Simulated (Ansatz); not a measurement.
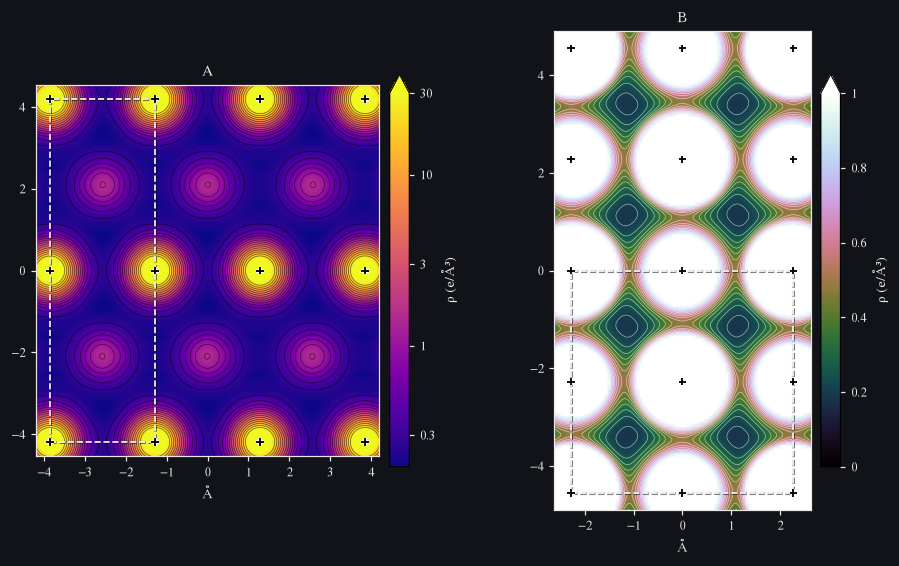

The valence charge density (pseudo) of 2 systems, each on a plane through atoms (crosses mark nuclei in the plane).

Level of theory: DFT LDA, scalar-relativistic, plane waves, PAW (Ansatz 0.2.0).

System 1: Cu, the (100) plane of the conventional cell. Space group P6₃/mmc; a structure from a database of computed crystals, not necessarily the ambient phase; computed pressure about −14 GPa in this cell; computed without spin polarisation.

System 2: HfN, the (010) plane of the conventional cell. Space group Fm-3m; computed pressure about −14 GPa in this cell; computed without spin polarisation.

```
CELL_PARAMETERS angstrom
4.54779 0.00000 0.00000
0.00000 4.54779 0.00000
0.00000 0.00000 4.54779
ATOMIC_POSITIONS crystal
Hf 0.00000 0.00000 0.00000
Hf 0.50000 0.50000 0.00000
Hf 0.50000 0.00000 0.50000
Hf 0.00000 0.50000 0.50000
N 0.50000 0.00000 0.00000
N 0.00000 0.50000 0.00000
N 0.00000 0.00000 0.50000
N 0.50000 0.50000 0.50000
```

**Which map belongs to which system?**

Panel A is system 1, Cu: the plane holds Cu. Cu–Cu (2.57 Å): the density is about 0.26 e/Å³ at the midpoint. Panel B is system 2, HfN: the plane holds Hf and N. Hf–N (2.27 Å): the density is about 0.5 e/Å³ at the midpoint.
